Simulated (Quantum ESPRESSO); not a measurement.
Input file:

```
&CONTROL
  calculation = 'scf'
  prefix = 'pwscf'
  outdir = './tmp'
  pseudo_dir = './pseudo'
  tprnfor = .true.
  tstress = .true.
  disk_io = 'low'
/
&SYSTEM
  ibrav = 0
  A = 2.64267547
  nat = 1
  ntyp = 1
  ecutwfc = 70
  nbnd = 13
  input_dft = 'bp'
  occupations = 'smearing'
  smearing = 'fd'
  degauss = 0.00367493
  vdw_corr = 'grimme-d3'
  dftd3_version = 3
/
&ELECTRONS
  conv_thr = 2d-10
  electron_maxstep = 120
  mixing_beta = 0.5
/
ATOMIC_SPECIES
Tc    97.9072 43_Tc_15_2.4_2.8_pbe_n_v1.0.upf
CELL_PARAMETERS alat
   0.0000000000    0.7071067808    0.7071067808
   0.7071067808    0.0000000000    0.7071067808
   0.7071067808    0.7071067808    0.0000000000
ATOMIC_POSITIONS alat
Tc     0.0000000000    0.0000000000    0.0000000000
K_POINTS automatic
12 12 12 0 0 0
```

Command:

```sh
OMP_NUM_THREADS=1 pw.x -in pw.in > pw.out
OMP_NUM_THREADS=1 pp.x -in pp_density.in > pp_density.out
OMP_NUM_THREADS=1 pp.x -in pp_potential.in > pp_potential.out
OMP_NUM_THREADS=1 pp.x -in pp_elf.in > pp_elf.out
```

Below, planes, directions and counts refer to the conventional cell (a = 3.74 Å, b = 3.74 Å, c = 3.74 Å, α = 90.00°, β = 90.00°, γ = 90.00°).

Space group Fm-3m; computed pressure about 24 GPa in this cell.

Computed with Quantum ESPRESSO, Kohn-Sham DFT of a periodic cell, BP86 with D3, SPMS 1.0 PBE.

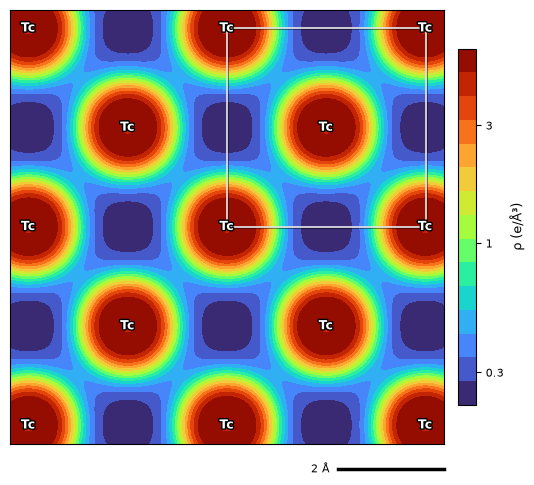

Tc. Valence electron density on the (100) plane of the conventional cell.

In a pseudopotential calculation such maps are meaningful between the atoms, not at the nuclei.

What does the map show?

Answer.
- The section cuts through Tc sites.
- Tc–Tc (2.64 Å): the density is about 0.44 e/Å³ at the midpoint.
- Between the atoms the lowest density in this plane is 0.22 e/Å³.
